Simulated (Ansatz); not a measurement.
**A series of single points on AlP**

System: AlP (F-43m, 2 atoms in the cell).
Method: DFT, LDA, PAW with Ansatz's default frozen-core files, scalar-relativistic; harmonic phonons by finite displacements, no spin polarisation (Ansatz 0.2.0).

The 7 runs differ only in the geometry, by an even scaling of the cell at fixed fractional positions. The structure derives from an entry of the Crystallography Open Database.

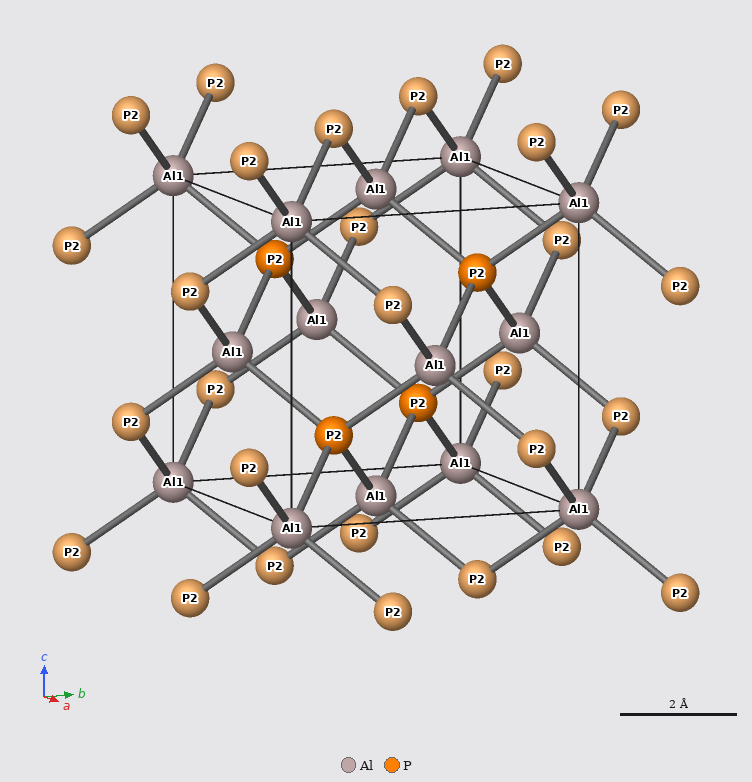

Figure 1. The structure of run 4 (ball-and-stick view of the cell 4 times as large as that of the calculation, set on its symmetry axes, seen slightly off an axis; neighbours outside the cell are drawn fainter; atoms are numbered from 1 in the order of the input).

## Input of run 4
```yaml
crystal:
  lattice:
    - [2.68037374693, 2.68037374693, 0.0]
    - [-2.68037374693, 2.68037374693, 0.0]
    - [0.0, 2.68037374693, 2.68037374693]
  atoms:
    - { symbol: Al, position: [0.0, 0.0, 0.0] }
    - { symbol: P, position: [0.75, 0.25, 0.5] }
kpoints:
  mp_grid: { grid: [8, 8, 8] }
scf:
  occupations: { method: fixed }
hamiltonian:
  xc: lda
  pseudopotentials: { kind: paw }
phonons:
  supercell: [1, 1, 1]
```

Command:
```bash
ansatz run input.yaml --threads 1 --pin off --max-ram 3072MiB --backend cpu --events-out ev --progress --plain --runs-dir out
```

Run 3 differs from it as follows:
```diff
-    - [2.68037374693, 2.68037374693, 0.0]
-    - [-2.68037374693, 2.68037374693, 0.0]
-    - [0.0, 2.68037374693, 2.68037374693]
+    - [2.65656428507, 2.65656428507, 0.0]
+    - [-2.65656428507, 2.65656428507, 0.0]
+    - [0.0, 2.65656428507, 2.65656428507]
```

## Results, with one run withheld

| run | volume per atom (Å³) | free energy per atom, from the lowest run given (meV) | gap on the mesh (eV) |
| --- | --- | --- | --- |
| 1 | 17.646 | 101.08 | 1.14 |
| 2 | 18.298 | 50.63 | 1.23 |
| 3 | 18.748 | ? | ? |
| 4 | 19.257 | 9.61 | 1.34 |
| 5 | 19.633 | 2.61 | 1.38 |
| 6 | 20.056 | 0.00 | 1.42 |
| 7 | 20.521 | 2.90 | 1.46 |

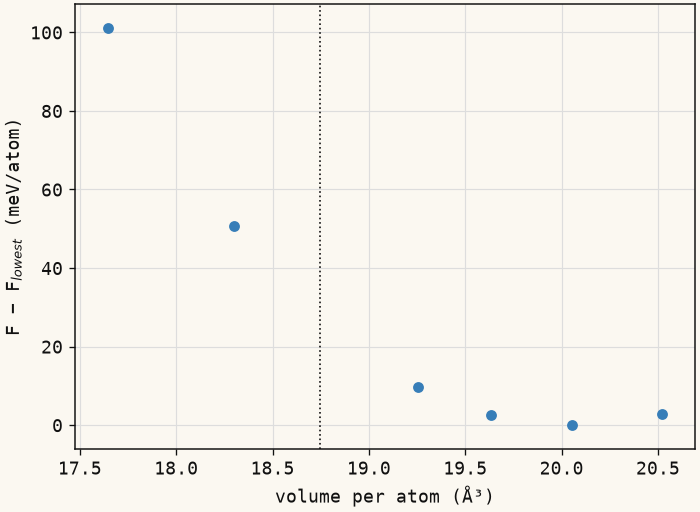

Figure 2. Free energy per atom of the runs given; the dotted line marks run 3.

What should run 3 give?

A cubic polynomial in V^(−2/3) (the Birch–Murnaghan form), fitted to the 6 runs given, misses them by under 0.01 meV per atom. With x = V^(−2/3) − 0.13950 Å⁻², it reads F = 11.278 + 5591.2 x + 6.9336e+05 x² + 1.3602e+05 x³ (meV per atom). At run 3 it gives 26.92 meV per atom, and the run itself gives 26.89. The fit has its minimum at 20.057 Å³ per atom, where V d²F/dV² gives 90.1 GPa: the bulk modulus at this level, since symmetry fixes the shape and the positions. The gap on the mesh goes, without turning, from 1.14 eV in run 1 to 1.46 eV in run 7; run 3 has 1.28 eV. These are gaps of this functional on this mesh, which can miss the band edges; they aren't the measured gap.

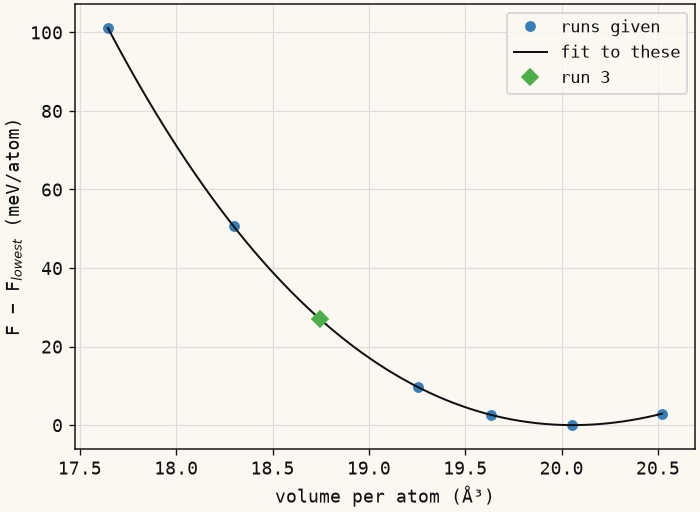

Figure 3. The fit and the withheld run.

## Output, shortened to warnings, some set-up lines, iterations and results (run 3)
```
Basis set: ecut = 420 eV, 725 PW (Γ)
Symmetry: 24 space group operations
k-points: 29 of 512 (time reversal used)
Initial density: superposition of atomic densities (neutral atoms: chi_scale 0, normalization atom), corrected by the library's trained network
[...]
SCF iter   1: F=—  HF=-1239.989451 eV  |F-HF|=—  |Δ(HF+E_count)|=         —  Δρ=4.16e-3  dr2=5.62e-3  ethr=1.77e-3  ⟨swp⟩=5.3  Hψ=1706  notcnv=0  defer=52
SCF iter   2: F=—  HF=-1239.987746 eV  |F-HF|=—  |Δ(HF+E_count)|=   1.71e-3  Δρ=1.91e-3  dr2=7.89e-4  ethr=7.03e-5  ⟨swp⟩=2.7  Hψ=587  notcnv=0  defer=52
SCF iter   3: F=—  HF=-1239.987564 eV  |F-HF|=—  |Δ(HF+E_count)|=   1.82e-4  Δρ=3.80e-4  dr2=4.82e-5  ethr=9.86e-6  ⟨swp⟩=2.7  Hψ=372  notcnv=0  defer=52
SCF iter   4: F=—  HF=-1239.987556 eV  |F-HF|=—  |Δ(HF+E_count)|=   7.04e-6  Δρ=3.19e-5  dr2=3.99e-7  ethr=6.02e-7  ⟨swp⟩=2.3  Hψ=329  notcnv=0  defer=52
SCF iter   5: F=—  HF=-1239.987555 eV  |F-HF|=—  |Δ(HF+E_count)|=   1.52e-6  Δρ=6.79e-6  dr2=1.72e-8  ethr=4.98e-9  ⟨swp⟩=2.2  Hψ=358  notcnv=0  defer=43
[... 13 lines ...]
SCF iter   3: F=—  HF=-1239.987517 eV  |F-HF|=—  |Δ(HF+E_count)|=   1.49e-7  Δρ=2.18e-5  dr2=9.73e-8  ethr=1.67e-8  ⟨swp⟩=1.0  Hψ=760  notcnv=0  defer=158
SCF iter   4: F=—  HF=-1239.987517 eV  |F-HF|=—  |Δ(HF+E_count)|=   1.35e-8  Δρ=7.48e-7  dr2=1.01e-10  ethr=1.22e-9  ⟨swp⟩=1.6  Hψ=872  notcnv=0  defer=158
SCF iter   5: F=—  HF=-1239.987517 eV  |F-HF|=—  |Δ(HF+E_count)|=  1.04e-10  Δρ=2.13e-7  dr2=9.27e-12  ethr=1.00e-12  ⟨swp⟩=7.7  Hψ=3461  notcnv=0
SCF iter   6: F=-1239.987517 eV  HF=-1239.987517 eV  |F-HF|=0.00e0  |Δ(HF+E_count)|=  2.50e-12  Δρ=2.80e-8  dr2=2.06e-13  ethr=1.00e-12  ⟨swp⟩=5.1  Hψ=2563  notcnv=0
SCF 3 converged in 6 iterations: F = -1239.987517 eV  dr2 = 2.06e-13
SCF converged after 8 iterations
Free energy (F): -1239.987555 eV
Harris-Foulkes:  -1239.987555 eV  (|F-HF|=2.96e-12)
Internal energy: -1239.987555 eV  (E = F + TS)
E sigma→0 (E₀):  -1239.987555 eV
Fermi energy:    5.682225 eV
--- Per-component energies (eV) ---
  E_band       = 8.158803
  E_kinetic    = 96.817419
  E_local      = -78.132823  (includes V_loc(G=0)·N_el)
  E_nonlocal   = 47.473874
  E_hartree    = 23.312850
  E_xc         = -101.891931
  E_vxc        = -91.882007  (∫ρ·V_xc dr)
  E_paw        = -983.898648  (= ΣΔE_a)
  E_vpaw       = -12.743353  (= ΣTr[D̂ρ^β])
  E_aug_tail   = -0.000001  (compensation charges beyond the density's cutoff)
  E_ewald      = -243.841362
  E_core_change = 0.173068  (= ΣΔE_core)
  E_smearing   = -0.000000  (= −TS)
  E_closure    = -0.000000  (closes the sum)
  Σ components = -1239.987555   (vs F -1239.987555, Δ=0.00e0)
--- Forces (eV/Å), atoms counted from 1 ---
  atom   1  Al     0.00000000     0.00000000    -0.00000000
  atom   2  P      0.00000000    -0.00000000     0.00000000
  max |Σ_I F_I| component: 3.70e-17 eV/Å
--- Phonons: 2 displaced members + reference (amplitude 0.0025 Å, Σ member SCF iterations 12) ---
  symmetry images taken by loose's conditions (phonons.symmetry_images: auto; settled by the asymmetry read); asymmetry of the core-correction force 1.0e-7 eV/Å at the most on a site, 1.3e-7 eV/Å summed over every site of the supercell
  ASR residual: 9.151e-5 → 0.000e0 eV/Å²; symmetrization residual: 1.009e-5 eV/Å²
  largest component of a force at the reference: 3.7e-17 eV/Å
  ASR residual per site (eV/Å²): 6.12e-6 9.15e-5
  Γ frequencies (cm⁻¹): 0.00 0.00 0.00 477.36 477.36 477.36
  density of states and harmonic sums: on the 20×20×23 q-mesh, interpolated from the force constants of a 1×1×1 supercell (no non-analytic term)
  largest difference from the sums on the solved wave vectors: F 3.23e-1 eV, S 5.82e-4 and C_V 2.58e-4 eV/K
  zero-point energy: 0.120689 eV/cell   skipped modes (ω ≤ 0): 3   left out of the sums: 5.43e-5 of the cell's modes: C_V's classical limit lies that fraction below 3 k_B per atom; for a crystal, a wire or a layer, F and S can be off by more, and a phonons.interpolated_qmesh denser along its …
```
